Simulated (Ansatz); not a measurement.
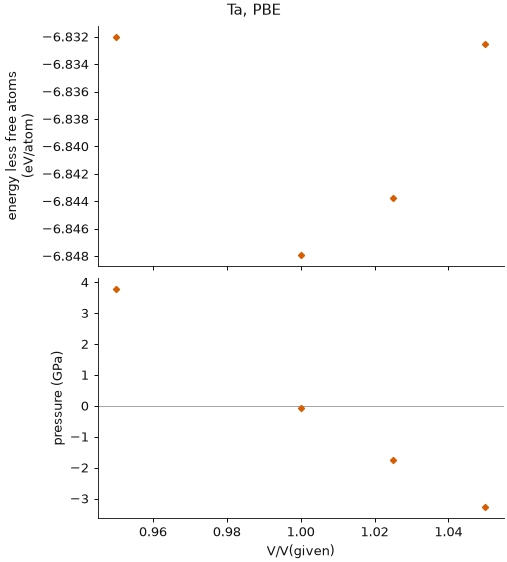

The picture above shows the energy less free atoms and pressure against V/V(given) for Ta, space group Fd-3m (No. 227).

Starting cell:
```yaml
crystal:
  lattice:
    - [0.00000, 3.05330, 3.05330]
    - [3.05330, 0.00000, 3.05330]
    - [3.05330, 3.05330, 0.00000]
  atoms:
    - { symbol: Ta, position: [0.00000, 0.00000, 0.00000] }
    - { symbol: Ta, position: [0.25000, 0.25000, 0.25000] }
```

Computed with Ansatz 0.2.0: periodic Kohn-Sham DFT of a crystal at fixed atoms, scaled to the stated factor times the given cell; pressure positive in compression, energy less spherical unpolarised free atoms. Level: PBE.

```tsv
setting	value
method	all-electron LAPW
relativity	scalar
k mesh	9×9×9
occupations	Fermi–Dirac
smearing width	0.03 eV
basis error target	0.25 (meV/atom)
nucleus	Gaussian
```

V(given) is 28.46 Å³/atom.

The point at V/V(given) 0.975 is left out of the plot. What does the calculation give there?

```
V/V(given)  energy less free atoms (eV/atom)  pressure (GPa)
     0.975                           -6.8443           1.767
```

Caveats: no spin-orbit coupling on heavy atoms.
